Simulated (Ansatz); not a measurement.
Geometry relaxation, with input and output: Ge (part 1 of 3)

- system: Ge (4 atoms in the cell)
- method: DFT PBEsol, scalar-relativistic, plane waves, PAW, no spin polarisation (Ansatz 0.2.0)

The structure derives from a Materials Project entry.

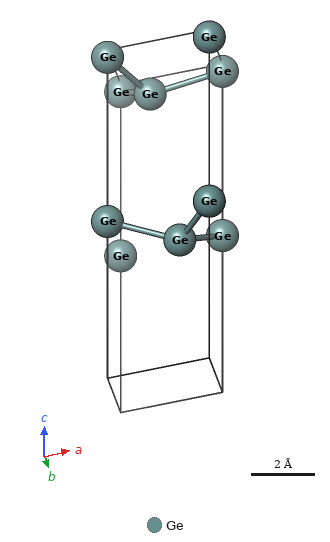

Figure 1. The input geometry (ball-and-stick view of the cell of the calculation, seen at an oblique angle). An atom can appear more than once, as a periodic image. Near neighbours in the periodic cell (some may lie outside the picture): Ge has 3 Ge at 2.44 Å.

## Input
```yaml
crystal:
  lattice:
    - [4.0504045371, 0.0, 0.0]
    - [-2.0252022686, 3.5077532247, 0.0]
    - [0.0, 0.0, 10.993359]
  atoms:
    - { symbol: Ge, position: [0.0, 0.0, 0.977452] }
    - { symbol: Ge, position: [0.0, 0.0, 0.477452] }
    - { symbol: Ge, position: [0.33333333, 0.66666667, 0.914848] }
    - { symbol: Ge, position: [0.66666667, 0.33333333, 0.414848] }
basis:
  ecutwfc: 420
kpoints:
  mp_grid: { grid: [12, 12, 4] }
hamiltonian:
  xc: pbesol
scf:
  occupations: { method: gaussian, width: 0.1 }
output:
  forces: true
  stress: true
  eigenvalues: true
  write_density: true
  write_potential: true
  elf: true
  volumetric_format: npy
relax:
  adjacent_minimum: "off"
  f_tol: 0.005
  max_steps: 80
  cell: { stress_tol: 0.05 }
```

Machine: 4 threads of Intel Xeon @ 2.50GHz (Skylake/Cascade Lake), 189 GiB of memory available, shared host.

Run as:
```bash
ansatz run input.yaml --threads 4 --pin off --max-ram 9216MiB --backend cpu --events-out ev --progress --plain --runs-dir out
```

## What the program printed
```
Engine: ansatz 0.2.0, x86_64-unknown-linux-gnu
Pseudopotentials: kind: paw
Pseudopotential: Ge, paw, valence charge 14, recommended cutoff 420 eV (normal), Ge.paw.azcp
Functional definition: PBEsol
  exchange = pbesol_x
  correlation = pbesol_c
Crystal: 4 atoms, lattice volume = 156.192 Å³
Basis set: ecut = 420 eV, 3049 PW (Γ), exchange–correlation on 60×60×150 points (8 copies of the dense FFT grid, shifted against one another)
Bands: 34, of which v1, the nominal top of the filled ones, is band 28 counted from 1 (27 counted from 0)
Symmetry: 12 space group operations
Space group: P63mc (ITA 186), of the structure as read, at distance tolerance 5.4e-5 Å
k-points: 57 of 576 (time reversal used)
Non-local potential: Ge, projectors of the file, l = 0: 2, l = 1: 2, l = 2: 3, l = 3: 1
PAW form: soft (Blöchl's): semilocal exchange-correlation on the pseudo side does not see the compensation charge
PAW frozen core: Ge, regenerated for the run's functional, and the local potential with it (the file was generated under x = pbe(κ = 0.804, μ = 0.2195149727645171), c = pbe(β = 0.06672455060314922))
PAW one-centre angular grid: Ge, 590 points (default); XC on 64 Gauss nodes
Initial density: superposition of atomic densities (neutral atoms: chi_scale 0, normalization atom), corrected by the library's trained network
Initial wavefunctions: pseudopotential atomic-orbital guess
Functional: x = pbesol(κ = 0.804, μ = 0.12345679012345678), c = pbesol(β = 0.046)
SCF iter   1: F=—  HF=-17011.720436 eV  |F-HF|=—  |Δ(HF+E_count)|=         —  Δρ=2.57e-3  dr2=1.34e-2  ethr=1.77e-3  ⟨swp⟩=5.9  Hψ=7440  notcnv=0
preconditioner: auto → LDOS  [metal: Δε(μ)=0.001 eV  Ē_g=21.707 eV  σ=0.100 eV  W_gap=0.01  n_scr=38 (ndim 8)  ℏωp=22.2 eV  f_vac=0.334  D(μ)=0.41/eV (n_scr^D=2)  β→1.0]
SCF iter   2: F=—  HF=-17011.721280 eV  |F-HF|=—  |Δ(HF+E_count)|=   8.44e-4  Δρ=1.17e-3  dr2=2.29e-3  ethr=2.39e-5  ⟨swp⟩=2.0  Hψ=4195  notcnv=0  defer=94
SCF iter   3: F=—  HF=-17011.720035 eV  |F-HF|=—  |Δ(HF+E_count)|=   1.24e-3  Δρ=5.01e-4  dr2=3.38e-4  ethr=4.08e-6  ⟨swp⟩=2.0  Hψ=3442  notcnv=0  defer=94
SCF iter   4: F=—  HF=-17011.719831 eV  |F-HF|=—  |Δ(HF+E_count)|=   2.03e-4  Δρ=9.40e-5  dr2=1.60e-5  ethr=6.04e-7  ⟨swp⟩=2.0  Hψ=3442  notcnv=0  defer=94
SCF iter   5: F=—  HF=-17011.719842 eV  |F-HF|=—  |Δ(HF+E_count)|=   1.03e-5  Δρ=2.16e-5  dr2=1.49e-6  ethr=2.86e-8  ⟨swp⟩=2.0  Hψ=3442  notcnv=0  defer=94
SCF iter   6: F=—  HF=-17011.719842 eV  |F-HF|=—  |Δ(HF+E_count)|=   5.82e-7  Δρ=7.06e-6  dr2=1.72e-7  ethr=2.67e-9  ⟨swp⟩=2.0  Hψ=3442  notcnv=0  defer=94
SCF iter   7: F=-17011.719842 eV  HF=-17011.719842 eV  |F-HF|=1.19e-8  |Δ(HF+E_count)|=   7.76e-8  Δρ=1.79e-6  dr2=8.32e-9  ethr=1.79e-10  ⟨swp⟩=13.4  Hψ=12583  notcnv=0
SCF 1 converged in 7 iterations: F = -17011.719842 eV  dr2 = 8.32e-9
  greatest PAW one-centre occupation: 0.998 electrons in one spin orbital (limit 2), on the Ge atom at site 0 (counted from 0), in its partial waves of l = 2
relax step   1: F+E_penalty+E_count = -17011.71984248 eV  Δ(F+E_penalty+E_count) = +0.000e0 eV  max|allowed force component| = 1.688e-1 eV/Å  Δτ_max = 0.0000 Å  P = -1.559 GPa  Ω = 156.192 Å³  (7 SCF iters, dr2 threshold 1.00e-7 eV, accepted)
Crystal: 4 atoms, lattice volume = 149.969 Å³
Basis set: ecut = 420 eV, 2977 PW (Γ), exchange–correlation on 60×60×150 points (8 copies of the dense FFT grid, shifted against one another)
Initial density: handed on by an earlier stage of this run
Initial wavefunctions: those handed on with the density
iter 1 solved again at ethr=1.04e-5 eV; its pass at ethr=3.10e-3 eV (dr2=5.80e-3 eV) is discarded
SCF iter   1: F=—  HF=-17011.758965 eV  |F-HF|=—  |Δ(HF+E_count)|=         —  Δρ=1.40e-3  dr2=5.88e-3  ethr=1.04e-5  ⟨swp⟩=1.2  Hψ=9220  notcnv=0
preconditioner: auto → LDOS  [metal: Δε(μ)=0.005 eV  Ē_g=21.875 eV  σ=0.100 eV  W_gap=0.03  n_scr=36 (ndim 8)  ℏωp=22.7 eV  f_vac=0.319  D(μ)=0.40/eV (n_scr^D=2)  β→1.0]
SCF iter   2: F=—  HF=-17011.757743 eV  |F-HF|=—  |Δ(HF+E_count)|=   1.22e-3  Δρ=7.36e-4  dr2=1.50e-3  ethr=1.04e-5  ⟨swp⟩=3.0  Hψ=3578  notcnv=0
SCF iter   3: F=—  HF=-17011.757124 eV  |F-HF|=—  |Δ(HF+E_count)|=   6.19e-4  Δρ=1.35e-4  dr2=3.36e-5  ethr=2.67e-6  ⟨swp⟩=2.9  Hψ=3515  notcnv=0
SCF iter   4: F=—  HF=-17011.757124 eV  |F-HF|=—  |Δ(HF+E_count)|=   4.18e-7  Δρ=4.07e-5  dr2=4.64e-6  ethr=6.00e-8  ⟨swp⟩=2.0  Hψ=3538  notcnv=0
SCF iter   5: F=-17011.757122 eV  HF=-17011.757122 eV  |F-HF|=4.49e-8  |Δ(HF+E_count)|=   1.97e-6  Δρ=7.70e-6  dr2=1.08e-7  ethr=7.14e-10  ⟨swp⟩=8.1  Hψ=13951  notcnv=0
SCF 2 converged in 5 iterations: F = -17011.757122 eV  dr2 = 1.08e-7
[... from here on the iterations of each SCF are left out, up to the last one ...]
relax step   2: F+E_penalty+E_count = -17011.75712236 eV  Δ(F+E_penalty+E_count) = -3.728e-2 eV  max|allowed force component| = 1.140e-1 eV/Å  Δτ_max = 0.0063 Å  P = -0.456 GPa  Ω = 149.969 Å³  energy of the carried Pulay correction = +5.370e-4 eV  (5 SCF iters, dr2 threshold 4.00e-7 eV, accepted)
Crystal: 4 atoms, lattice volume = 145.654 Å³
Basis set: ecut = 420 eV, 2831 PW (Γ), exchange–correlation on 60×60×150 points (8 copies of the dense FFT grid, shifted against one another)
preconditioner: auto → LDOS  [metal: Δε(μ)=0.006 eV  Ē_g=21.928 eV  σ=0.100 eV  W_gap=0.03  n_scr=36 (ndim 8)  ℏωp=23.0 eV  f_vac=0.311  D(μ)=0.40/eV (n_scr^D=2)  β→1.0]
SCF 3 converged in 5 iterations: F = -17011.769695 eV  dr2 = 4.11e-8
relax step   3: F+E_penalty+E_count = -17011.76969504 eV  Δ(F+E_penalty+E_count) = -1.257e-2 eV  max|allowed force component| = 7.029e-3 eV/Å  Δτ_max = 0.0049 Å  P = +0.048 GPa  Ω = 145.654 Å³  energy of the carried Pulay correction = +9.224e-4 eV  (5 SCF iters, dr2 threshold 4.00e-7 eV, accepted)
Crystal: 4 atoms, lattice volume = 137.555 Å³
Basis set: ecut = 420 eV, 2733 PW (Γ), exchange–correlation on 60×60×150 points (8 copies of the dense FFT grid, shifted against one another)
preconditioner: auto → LDOS  [metal: Δε(μ)=0.007 eV  Ē_g=22.007 eV  σ=0.100 eV  W_gap=0.04  n_scr=36 (ndim 8)  ℏωp=23.7 eV  f_vac=0.281  D(μ)=0.39/eV (n_scr^D=2)  β→1.0]
SCF 4 converged in 5 iterations: F = -17011.792084 eV  dr2 = 2.88e-7
relax step   4: F+E_penalty+E_count = -17011.79208443 eV  Δ(F+E_penalty+E_count) = -2.239e-2 eV  max|allowed force component| = 1.363e-1 eV/Å  Δτ_max = 0.0041 Å  P = +0.490 GPa  Ω = 137.555 Å³  energy of the carried Pulay correction = +1.676e-3 eV  (5 SCF iters, dr2 threshold 4.00e-7 eV, accepted)
Crystal: 4 atoms, lattice volume = 129.722 Å³
Basis set: ecut = 420 eV, 2563 PW (Γ), exchange–correlation on 60×60×150 points (8 copies of the dense FFT grid, shifted against one another)
preconditioner: auto → LDOS  [metal: Δε(μ)=0.010 eV  Ē_g=22.052 eV  σ=0.100 eV  W_gap=0.06  n_scr=36 (ndim 8)  ℏωp=24.4 eV  f_vac=0.241  D(μ)=0.38/eV (n_scr^D=2)  β→1.0]
SCF 5 converged in 5 iterations: F = -17011.831192 eV  dr2 = 2.47e-7
relax step   5: F+E_penalty+E_count = -17011.83119160 eV  Δ(F+E_penalty+E_count) = -3.911e-2 eV  max|allowed force component| = 1.987e-1 eV/Å  Δτ_max = 0.0160 Å  P = +0.664 GPa  Ω = 129.722 Å³  energy of the carried Pulay correction = +2.447e-3 eV  (5 SCF iters, dr2 threshold 4.00e-7 eV, accepted)
Crystal: 4 atoms, lattice volume = 122.398 Å³
Basis set: ecut = 420 eV, 2407 PW (Γ), exchange–correlation on 60×60×150 points (8 copies of the dense FFT grid, shifted against one another)
preconditioner: auto → LDOS  [metal: Δε(μ)=0.014 eV  Ē_g=22.080 eV  σ=0.100 eV  W_gap=0.08  n_scr=36 (ndim 8)  ℏωp=25.1 eV  f_vac=0.187  D(μ)=0.36/eV (n_scr^D=2)  β→1.0]
SCF 6 converged in 5 iterations: F = -17011.893639 eV  dr2 = 2.80e-7
relax step   6: F+E_penalty+E_count = -17011.89363888 eV  Δ(F+E_penalty+E_count) = -6.245e-2 eV  max|allowed force component| = 2.353e-1 eV/Å  Δτ_max = 0.0238 Å  P = +0.621 GPa  Ω = 122.398 Å³  energy of the carried Pulay correction = +3.206e-3 eV  (5 SCF iters, dr2 threshold 4.00e-7 eV, accepted)
Crystal: 4 atoms, lattice volume = 116.370 Å³
Basis set: ecut = 420 eV, 2321 PW (Γ), exchange–correlation on 60×60×150 points (8 copies of the dense FFT grid, shifted against one another)
preconditioner: auto → LDOS  [metal: Δε(μ)=0.094 eV  Ē_g=22.052 eV  σ=0.100 eV  W_gap=0.43  n_scr=36 (ndim 8)  ℏωp=25.8 eV  f_vac=0.110  D(μ)=0.38/eV (n_scr^D=2)  β→1.0]
SCF 7 converged in 5 iterations: F = -17011.995006 eV  dr2 = 2.13e-7
relax step   7: F+E_penalty+E_count = -17011.99500557 eV  Δ(F+E_penalty+E_count) = -1.014e-1 eV  max|allowed force component| = 2.004e-1 eV/Å  Δτ_max = 0.0401 Å  P = -0.236 GPa  Ω = 116.370 Å³  energy of the carried Pulay correction = +3.862e-3 eV  (5 SCF iters, dr2 threshold 4.00e-7 eV, accepted)
Crystal: 4 atoms, lattice volume = 108.454 Å³
Basis set: ecut = 420 eV, 2163 PW (Γ), exchange–correlation on 60×60×150 points (8 copies of the dense FFT grid, shifted against one another)
preconditioner: auto → Resta (q_TF=auto, 2.444 Å⁻¹)  ε∞=2.5  [insulator: Δε(μ)=0.173 eV  Ē_g=22.118 eV  σ=0.100 eV  W_gap=0.77  n_scr=36 (ndim 8)  ℏωp=26.7 eV  f_vac=0.051  D(μ)=0.22/eV (n_scr^D=0)  ε∞_Penn≈2.5]
SCF 8 converged in 5 iterations: F = -17012.107427 eV  dr2 = 2.69e-7
relax step   8: F+E_penalty+E_count = -17012.10742690 eV  Δ(F+E_penalty+E_count) = -1.124e-1 eV  max|allowed force component| = 2.910e-1 eV/Å  Δτ_max = 0.0370 Å  P = +0.073 GPa  Ω = 108.454 Å³  energy of the carried Pulay correction = +4.769e-3 eV  (5 SCF iters, dr2 threshold 4.00e-7 eV, accepted)
Crystal: 4 atoms, lattice volume = 100.944 Å³
Basis set: ecut = 420 eV, 1993 PW (Γ), exchange–correlation on 60×60×150 points (8 copies of the dense FFT grid, shifted against one another)
preconditioner: auto → LDOS  [metal: Δε(μ)=0.013 eV  Ē_g=22.184 eV  σ=0.100 eV  W_gap=0.08  n_scr=22 (ndim 8)  ℏωp=27.7 eV  f_vac=0.026  D(μ)=0.85/eV (n_scr^D=2)  β→1.0]
SCF 9 converged in 5 iterations: F = -17012.243209 eV  dr2 = 8.06e-8
relax step   9: F+E_penalty+E_count = -17012.24320925 eV  Δ(F+E_penalty+E_count) = -1.358e-1 eV  max|allowed force component| = 4.112e-1 eV/Å  Δτ_max = 0.0459 Å  P = +0.416 GPa  Ω = 100.944 Å³  energy of the carried Pulay correction = +5.680e-3 eV  (5 SCF iters, dr2 threshold 4.00e-7 eV, accepted)
Crystal: 4 atoms, lattice volume = 93.581 Å³
Basis set: ecut = 420 eV, 1823 PW (Γ), exchange–correlation on 60×60×150 points (8 copies of the dense FFT grid, shifted against one another)
preconditioner: auto → LDOS  [metal: Δε(μ)=0.026 eV  Ē_g=22.275 eV  σ=0.100 eV  W_gap=0.14  n_scr=22 (ndim 8)  ℏωp=28.7 eV  f_vac=0.016  D(μ)=1.27/eV (n_scr^D=2)  β→1.0]
SCF 10 converged in 5 iterations: F = -17012.406521 eV  dr2 = 2.49e-7
relax step  10: F+E_penalty+E_count = -17012.40652131 eV  Δ(F+E_penalty+E_count) = -1.633e-1 eV  max|allowed force component| = 6.238e-1 eV/Å  Δτ_max = 0.0503 Å  P = +1.020 GPa  Ω = 93.581 Å³  energy of the carried Pulay correction = +6.626e-3 eV  (5 SCF iters, dr2 threshold 4.00e-7 eV, accepted)
Crystal: 4 atoms, lattice volume = 86.394 Å³
Basis set: ecut = 420 eV, 1713 PW (Γ), exchange–correlation on 60×60×150 points (8 copies of the dense FFT grid, shifted against one another)
preconditioner: auto → LDOS  [metal: Δε(μ)=0.042 eV  Ē_g=22.401 eV  σ=0.100 eV  W_gap=0.23  n_scr=22 (ndim 8)  ℏωp=29.9 eV  f_vac=0.010  D(μ)=1.32/eV (n_scr^D=2)  β→1.0]
SCF 11 converged in 6 iterations: F = -17012.559423 eV  dr2 = 1.52e-8
relax step  11: F+E_penalty+E_count = -17012.55942278 eV  Δ(F+E_penalty+E_count) = -1.529e-1 eV  max|allowed force component| = 7.397e-1 eV/Å  Δτ_max = 0.0667 Å  P = +2.722 GPa  Ω = 86.394 Å³  energy of the carried Pulay correction = +7.604e-3 eV  (6 SCF iters, dr2 threshold 4.00e-7 eV, accepted)
Crystal: 4 atoms, lattice volume = 85.454 Å³
Basis set: ecut = 420 eV, 1665 PW (Γ), exchange–correlation on 60×60×150 points (8 copies of the dense FFT grid, shifted against one another)
preconditioner: auto → LDOS  [metal: Δε(μ)=0.076 eV  Ē_g=22.258 eV  σ=0.100 eV  W_gap=0.41  n_scr=22 (ndim 8)  ℏωp=30.1 eV  f_vac=0.019  D(μ)=1.55/eV (n_scr^D=8)  β→1.0]
SCF 12 converged in 6 iterations: F = -17012.789390 eV  dr2 = 4.71e-8
relax step  12: F+E_penalty+E_count = -17012.78939030 eV  Δ(F+E_penalty+E_count) = -2.300e-1 eV  max|allowed force component| = 3.182e-1 eV/Å  Δτ_max = 0.1945 Å  P = -0.355 GPa  Ω = 85.454 Å³  energy of the carried Pulay correction = +7.736e-3 eV  (6 SCF iters, dr2 threshold 4.00e-7 eV, accepted)
Crystal: 4 atoms, lattice volume = 83.647 Å³
preconditioner: auto → Kerker (q_TF=auto, 2.552 Å⁻¹)  [metal: Δε(μ)=0.034 eV  Ē_g=22.216 eV  σ=0.100 eV  W_gap=0.19  n_scr=22 (ndim 8)  ℏωp=30.4 eV  f_vac=0.009  D(μ)=1.99/eV (n_scr^D=10)]
SCF 13 converged in 7 iterations: F = -17012.929667 eV  dr2 = 1.02e-7
relax step  13: F+E_penalty+E_count = -17012.92966654 eV  Δ(F+E_penalty+E_count) = -1.403e-1 eV  max|allowed force component| = 2.854e-1 eV/Å  Δτ_max = 0.1876 Å  P = -1.410 GPa  Ω = 83.647 Å³  energy of the carried Pulay correction = +7.992e-3 eV  (7 SCF iters, dr2 threshold 4.00e-7 eV, accepted)
Crystal: 4 atoms, lattice volume = 76.745 Å³
Basis set: ecut = 420 eV, 1495 PW (Γ), exchange–correlation on 60×60×150 points (8 copies of the dense FFT grid, shifted against one another)
preconditioner: auto → Kerker (q_TF=auto, 2.589 Å⁻¹)  [metal: Δε(μ)=0.017 eV  Ē_g=22.468 eV  σ=0.100 eV  W_gap=0.10  n_scr=22 (ndim 8)  ℏωp=31.7 eV  f_vac=0.000  D(μ)=1.18/eV (n_scr^D=2)]
SCF 14 converged in 7 iterations: F = -17013.063428 eV  dr2 = 1.64e-7
relax step  14: F+E_penalty+E_count = -17013.06342848 eV  Δ(F+E_penalty+E_count) = -1.338e-1 eV  max|allowed force component| = 2.868e-1 eV/Å  Δτ_max = 0.1959 Å  P = +2.723 GPa  Ω = 76.745 Å³  energy of the carried Pulay correction = +9.006e-3 eV  (7 SCF iters, dr2 threshold 4.00e-7 eV, accepted)
```
